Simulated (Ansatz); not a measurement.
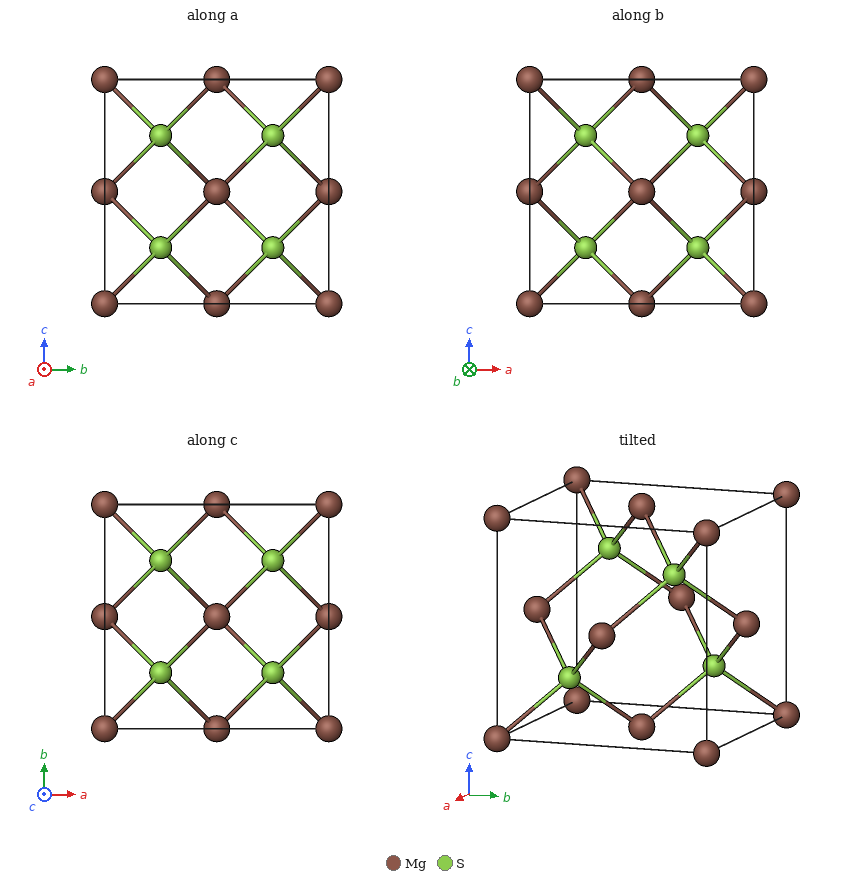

The image is a ball-and-stick drawing of a crystal, viewed along the a axis, along the b axis, along the c axis and slightly off an axis. The wireframe shows the conventional unit cell.

Lattice parameters: a = 5.435 Å, b = 5.435 Å, c = 5.435 Å, α = 90.00°, β = 90.00°, γ = 90.00°. Put a along x and b in the xy plane.

Q: Convert the drawing into a POSCAR file.

A:
```
Mg S
1.0
     5.435    0.000    0.000
     0.000    5.435    0.000
     0.000    0.000    5.435
Mg S
4 4
Direct
  0.0000 0.0000 0.0000
  0.0000 0.5000 0.5000
  0.5000 0.0000 0.5000
  0.5000 0.5000 0.0000
  0.2500 0.2500 0.7500
  0.2500 0.7500 0.2500
  0.7500 0.2500 0.2500
  0.7500 0.7500 0.7500
```

Starting structure: a structure type filled with these elements by a generator (whether the compound takes this form wasn't checked). The cell was then strained or its atoms displaced on purpose. A calculation with Ansatz used it as input.

At this level of theory the cell isn't at rest (compressed, at 10 GPa), so its distances can differ from those at equilibrium, the more so the softer the solid.
